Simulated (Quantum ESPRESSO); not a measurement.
**HfO2: 7 runs along one coordinate**

System: HfO2 (Fm-3m, 3 atoms in the cell).
Method: Kohn-Sham DFT of a periodic cell, rev-vdW-DF2, PseudoDojo 0.4.1 SR PBE standard, no spin polarisation (Quantum ESPRESSO 7.5).

The 7 runs differ only in the geometry, by an even scaling of the cell at fixed fractional positions. The structure derives from an entry of the Crystallography Open Database.

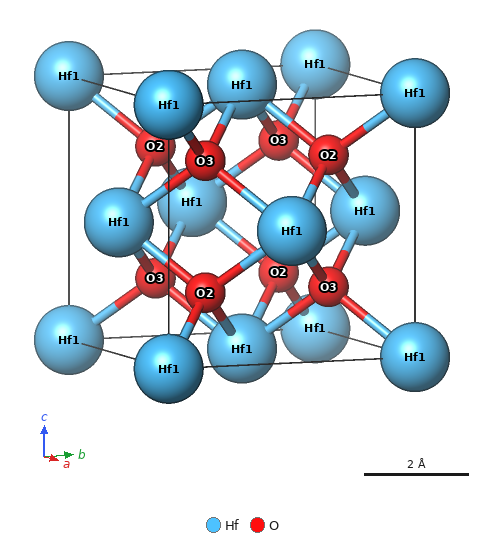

Figure 1. The structure of run 4 (ball-and-stick view of the cell 4 times as large as that of the calculation, set on its symmetry axes, seen slightly off an axis; atoms are numbered from 1 in the order of the input).

**Input of run 4**
```
&CONTROL
  calculation = 'scf'
  prefix = 'pwscf'
  outdir = './tmp'
  pseudo_dir = './pseudo'
  tprnfor = .true.
  tstress = .true.
  disk_io = 'nowf'
/
&SYSTEM
  ibrav = 0
  nat = 3
  ntyp = 2
  ecutwfc = 84
  nbnd = 19
  input_dft = 'vdw-df2-b86r'
  occupations = 'smearing'
  smearing = 'fd'
  degauss = 0.00367493
/
&ELECTRONS
  conv_thr = 6d-10
  electron_maxstep = 120
  mixing_beta = 0.5
/
ATOMIC_SPECIES
Hf   178.4900 Hf.upf
O     15.9990 O.upf
CELL_PARAMETERS angstrom
   0.0000000000    2.5575000000    2.5575000000
   2.5575000000    0.0000000000    2.5575000000
   2.5575000000    2.5575000000    0.0000000000
ATOMIC_POSITIONS crystal
Hf     0.0000000000    0.0000000000    0.0000000000
O      0.7500000000    0.7500000000    0.7500000000
O      0.2500000000    0.2500000000    0.2500000000
K_POINTS automatic
9 9 9 0 0 0
```

Command:
```bash
OMP_NUM_THREADS=1 pw.x -in pw.in > pw.out
```

Lattice vectors (Å) and fractional positions of run 4:
```
   0.000000    2.557500    2.557500
   2.557500    0.000000    2.557500
   2.557500    2.557500    0.000000
Hf  0.000000  0.000000  0.000000
O   0.750000  0.750000  0.750000
O   0.250000  0.250000  0.250000
```

Run 6 differs from it as follows:
```diff
-   0.0000000000    2.5575000000    2.5575000000
-   2.5575000000    0.0000000000    2.5575000000
-   2.5575000000    2.5575000000    0.0000000000
+   0.0000000000    2.5911551753    2.5911551753
+   2.5911551753    0.0000000000    2.5911551753
+   2.5911551753    2.5911551753    0.0000000000
```

**Results, with one run withheld**

| run | volume per atom (Å³) | free energy per atom, from the lowest run given (meV) | pressure (GPa) | gap on the mesh (eV) |
| --- | --- | --- | --- | --- |
| 1 | 10.483 | 6.33 | 7.46 | 3.97 |
| 2 | 10.706 | 0.00 | 1.65 | 3.91 |
| 3 | 10.929 | 1.34 | −3.56 | 3.85 |
| 4 | 11.152 | 9.55 | −8.24 | 3.79 |
| 5 | 11.375 | 23.93 | −12.43 | 3.74 |
| 6 | 11.598 | ? | ? | ? |
| 7 | 11.821 | 68.73 | −19.57 | 3.62 |

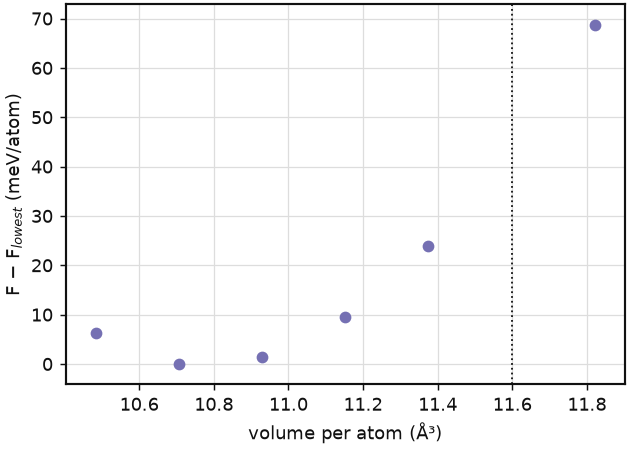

Figure 2. Free energy per atom of the runs given; the dotted line marks run 6.

Fit the runs given and predict run 6.

A cubic polynomial in V^(−2/3) (the Birch–Murnaghan form), fitted to the 6 runs given, misses them by under 0.01 meV per atom. With x = V^(−2/3) − 0.20141 Å⁻², it reads F = 5.5011 − 3287.6 x + 4.5957e+05 x² + 2.9316e+05 x³ (meV per atom). At run 6 it gives 43.85 meV per atom, and the run itself gives 43.85. The slope of the fit gives a pressure −dF/dV of −16.16 GPa there, and the run prints −16.19 GPa. The fit has its minimum at 10.776 Å³ per atom, where V d²F/dV² gives 257 GPa: the bulk modulus at this level, since symmetry fixes the shape and the positions. The gap on the mesh goes, without turning, from 3.97 eV in run 1 to 3.62 eV in run 7; run 6 has 3.68 eV. These are gaps of this functional on this mesh, which can miss the band edges; they aren't the measured gap.

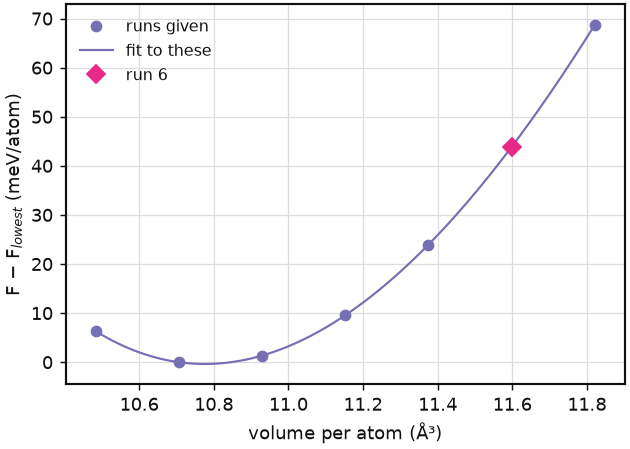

Figure 3. The fit and the withheld run.

**Some lines of the output (run 6)**
```
[...]
     total energy              =    -179.15926584 Ry
     total energy              =    -179.45314745 Ry
     total energy              =    -179.53067877 Ry
     total energy              =    -179.53320978 Ry
     total energy              =    -179.53333912 Ry
     total energy              =    -179.53339284 Ry
     total energy              =    -179.53338180 Ry
     total energy              =    -179.53338504 Ry
     total energy              =    -179.53338505 Ry
     the Fermi energy is    13.4055 ev
!    total energy              =    -179.53338505 Ry
     The total energy is F=E-TS. E is the sum of the following terms:
     Computing stress (Cartesian axis) and pressure
          total   stress  (Ry/bohr**3)                   (kbar)     P=     -161.94
```

Notes: The record of the run, not the program, notes: potentials made for another functional. Points of doubt noted for this run: potentials made for another functional. Spin–orbit coupling is left out, which matters for Hf.
